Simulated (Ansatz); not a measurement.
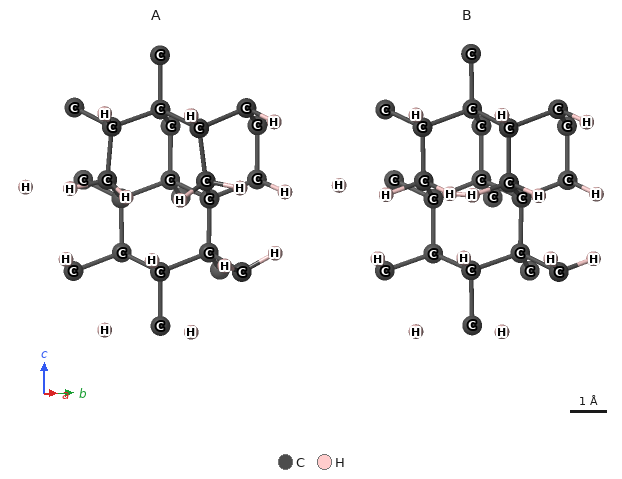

Two geometries of a wire of composition C96H50, drawn at one scale. One is the start of a relaxation, the other its converged end. The picture is a ball-and-stick view of the atoms within 4.2 Å of the atom that moves most (axes of the cell of the calculation, with the vacuum cut short (origin shifted)), seen from a free direction.

The calculation used DFT, PBEsol, PAW, plane waves in Ansatz. Set-up: plane-wave cutoff 420 eV; k-point mesh 1 × 1 × 3; no spin polarisation; atoms relaxed in a fixed cell; force threshold 0.03 eV/Å; at most 80 steps.

**Which geometry has the lower energy?**

Structure A is the relaxed one. An H atom moves most relative to the centre of the atoms: 0.65 Å. By element the largest moves are H 0.65 Å, C 0.25 Å. The cell doesn't change. Among the contacts that change: H–H 0.655 → 1.583 Å, C–H 1.200 → 1.109 Å, C–H 1.178 → 1.098 Å, C–C 1.576 → 1.508 Å. Bonds break, among them: H–H (0.65 → 1.58 Å). Among the angles between lasting bonds that change: C–C–C 113.2° → 104.3°, H–C–H 111.5° → 104.1°, C–C–H 107.7° → 114.5°. Over 5 geometry steps the energy falls by 19.341 eV per cell of the calculation. Largest force component: 11 eV/Å at the start, 0.02 eV/Å at the end.
